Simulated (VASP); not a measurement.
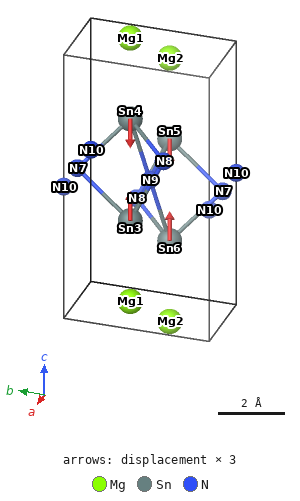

A relaxation of a crystal of MgSn2N2 (a generated structure, set up in P6/mmm). The starting structure is drawn; red arrows show the displacements (the part carried along by the change of the cell is left out), 3 times their true length.

Style: ball-and-stick. Shown: the cell of the calculation, from a free direction.

The run lets cell and atoms move.

These are results of Kohn-Sham DFT of a periodic cell, PBE, VASP PAW PBE potentials, recommended (VASP 6.6.1), not measurements.

Input
```
SYSTEM = MgSn2N2
ALGO     = Fast           ! electronic algorithm
EDIFF    = 1E-4           ! SCF threshold, eV
EDIFFG   = -0.08          ! ionic threshold
ENCUT    = 520            ! plane-wave cutoff, eV
GGA      = PE             ! functional
IBRION   = 2              ! ionic algorithm
ISIF     = 3              ! what is computed and relaxed
ISMEAR   = 0              ! smearing method
LASPH    = .True.         ! aspherical terms in the spheres
LCHARG   = .False.        ! write CHGCAR
LREAL    = Auto         
LWAVE    = .False.        ! write WAVECAR
NELM     = 60             ! most SCF steps
NSW      = 24             ! ionic steps
PREC     = Normal         ! precision mode
SIGMA    = 0.15           ! smearing width, eV
```

Run as
```bash
cat potpaw_PBE.64/Mg/POTCAR potpaw_PBE.64/Sn_d/POTCAR potpaw_PBE.64/N/POTCAR > POTCAR
mpirun -np 1 vasp_std > vasp.out
```

Atoms of which element are displaced furthest, and by how much?

Answer. Tin: up to 0.31 Å, against 0.00 Å for nitrogen.

Describe the change and its energy.

Answer. After 15 geometry steps the energy has fallen by 1.934 eV per cell of the calculation. Largest force component: 3.8 eV/Å at the start, 0.035 eV/Å at the end. The pressure goes from −0.15 to 0.29 GPa. The largest moves relative to the cell, 0.31 Å, are those of Sn3, Sn4, Sn5 and Sn6. Sn3 goes along +c. N and Mg stay in place. Cell: a = b 5.682 → 5.785 Å (+1.8 %), c 8.236 → 8.985 Å (+9.1 %). Volume +13.1 %. Near-neighbour distances that change, for instance: Mg1–Sn3 2.527 → 3.066 Å, Sn3–Sn4 3.181 → 2.854 Å, Sn3–N7 2.285 → 2.196 Å. Bond angles that change, for instance: Sn3–N9–Sn6 91.8° → 99.0°, Sn3–N9–Sn4 88.2° → 81.0°, N7–Sn4–N8 76.9° → 82.4°. The space group stays P6/mmm (No. 191). The volume changes by over a tenth within one run on a fixed set of plane waves, so the end point should be relaxed again from the new cell. It ran on 1 thread of Intel(R) Xeon(R) Platinum 8488C (Sapphire Rapids) (shared host).

Limits of the set-up: layers or molecules are held without a dispersion correction, so their spacing is unreliable.
